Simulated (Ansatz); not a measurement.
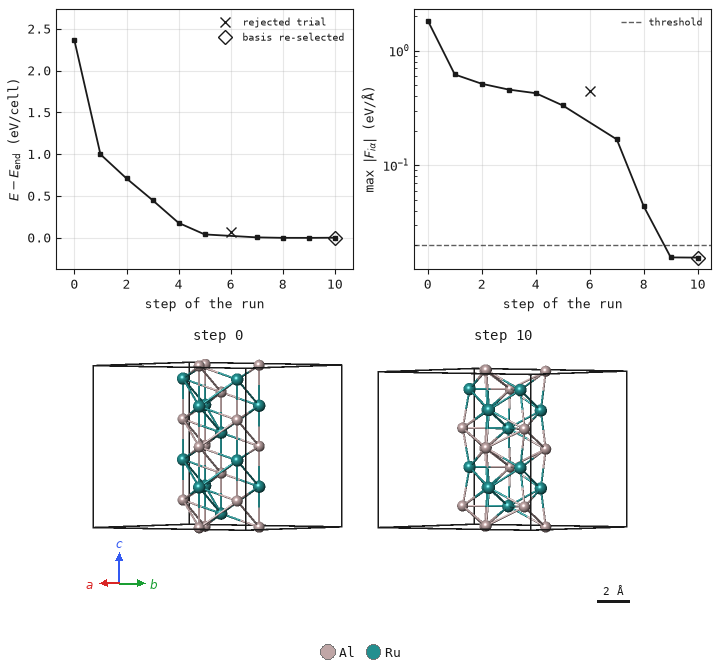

First and last geometry of a relaxation of a wire of composition AlRu, with the history of the run. Style: ball-and-stick. Shown: the 2 repeat of the cell, with the vacuum cut short, from a free direction.

Case: wire along [1 1 1], 12 atoms a period.

Theory: DFT PBEsol, scalar-relativistic, plane waves, PAW (Ansatz 0.2.0).

Input file:
```yaml
crystal:
  lattice:
    - [12.6, 0.0, 0.0]
    - [0.0, 13.5, 0.0]
    - [0.0, 0.0, 5.1552895715]
  atoms:
    - { symbol: Al, position: [0.3553436423, 0.3441008775, 0.0] }
    - { symbol: Al, position: [0.3553436423, 0.6558991225, 0.0] }
    - { symbol: Al, position: [0.6446563577, 0.5, 0.0] }
    - { symbol: Al, position: [0.5482187859, 0.3441008775, 0.3333333333] }
    - { symbol: Al, position: [0.5482187859, 0.6558991225, 0.3333333333] }
    - { symbol: Al, position: [0.4517812141, 0.5, 0.6666666667] }
    - { symbol: Ru, position: [0.4517812141, 0.5, 0.1666666667] }
    - { symbol: Ru, position: [0.3553436423, 0.3441008775, 0.5] }
    - { symbol: Ru, position: [0.3553436423, 0.6558991225, 0.5] }
    - { symbol: Ru, position: [0.6446563577, 0.5, 0.5] }
    - { symbol: Ru, position: [0.5482187859, 0.3441008775, 0.8333333333] }
    - { symbol: Ru, position: [0.5482187859, 0.6558991225, 0.8333333333] }
basis:
  ecutwfc: 420
kpoints:
  mp_grid: { grid: [1, 1, 11] }
hamiltonian:
  xc: pbesol
scf:
  occupations: { method: gaussian, width: 0.05 }
output:
  forces: true
  stress: true
  eigenvalues: true
  populations: true
  write_density: true
  write_potential: true
  elf: true
  volumetric_format: npy
relax:
  adjacent_minimum: "off"
  f_tol: 0.02
  max_steps: 45
  cell: { fix: [a, b, alpha, beta, gamma], stress_tol: 0.03 }
```

Command:
```bash
ansatz run input.yaml --threads 4 --pin off --max-ram 11264MiB --backend cpu --events-out ev --progress --plain --runs-dir out
```

**Did the run converge, and what did it change?**

It converged. Al6 moves most relative to the centre of the atoms: 0.68 Å. Largest moves by element: Al 0.68 Å, Ru 0.55 Å. Along the periodic axis the drawn cell goes c 10.311 → 9.917 Å (−3.8 %). Some distances before and after: Ru10–Ru11 2.976 → 2.446 Å, Ru8–Ru11 2.976 → 2.527 Å, Al4–Ru7 2.578 → 2.906 Å, Al1–Al6 2.976 → 2.694 Å. Among the angles between lasting bonds that change: Al5–Ru9–Al6 70.5° → 100.7°, Al2–Ru9–Al6 109.5° → 130.0°, Ru9–Al2–Ru9 180.0° → 165.2°. The energy falls by 2.362 eV per cell of the calculation in 8 accepted moves (10 points after the start). Largest force component: 1.8 eV/Å at the start, 0.016 eV/Å at the end. The line search rejected the trial step at point 6 of the run. At 1 point the geometry stayed and the basis and grid were re-selected for the new cell (energy shift of 1.9 meV per cell of the calculation at most each time).

Limits of the set-up: the k-point mesh is coarse for a cell with partly filled bands.
